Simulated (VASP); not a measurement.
```xyz
4
Lattice="3.2500 0.0000 0.0000 -1.6250 2.8146 0.0000 0.0000 0.0000 5.2050" Properties=species:S:1:pos:R:3 pbc="T T T"
Zn    0.0000    1.8764    3.9038
Zn    1.6250    0.9382    1.3013
O     0.0000    1.8764    1.3013
O     1.6250    0.9382    3.9038
```

Space group P6₃/mmc; computed pressure about 6 GPa in this cell.

These are results of Kohn-Sham DFT of a periodic cell, PBEsol, VASP PAW PBE potentials, recommended (VASP), not measurements.

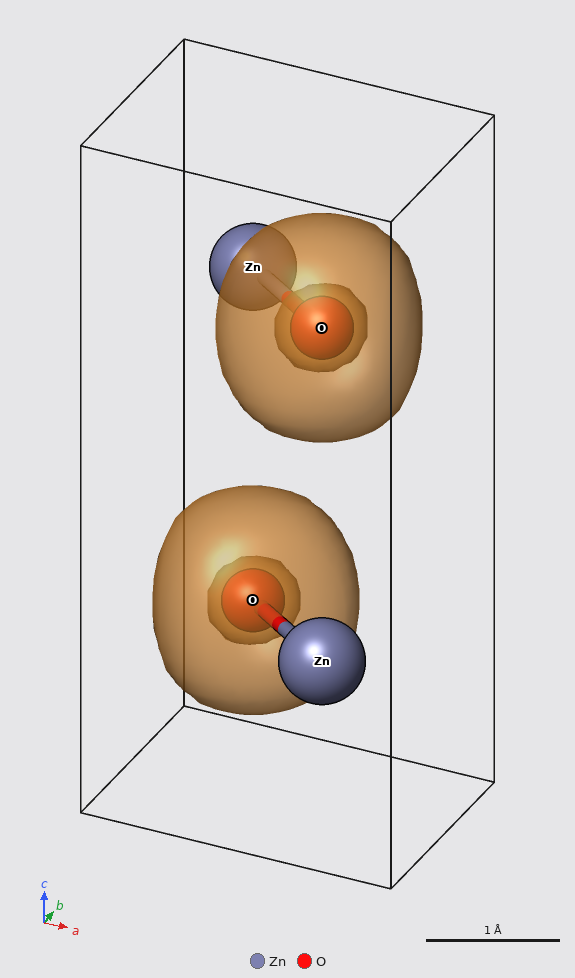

ZnO. Isosurface of the electron localisation function at 0.7 (orange), seen slightly off an axis. Only the valence region is drawn (cores and ρ < 0.01 e/Å³ removed). Sticks mark near contacts.

In a PAW calculation such maps are meaningful between the atoms, not at the nuclei.

**Describe the localisation domains.**

The ELF exceeds this value in two regions wrapped around O (the valence shell of each), counted in one cell of 4 atoms. Regions shared between cells count once. Profiles from the grid: Zn–O (1.88 Å): the ELF peaks at about 0.85 in the valence shell of O, 0.6 Å from its nucleus, and is about 0.35 at the midpoint.
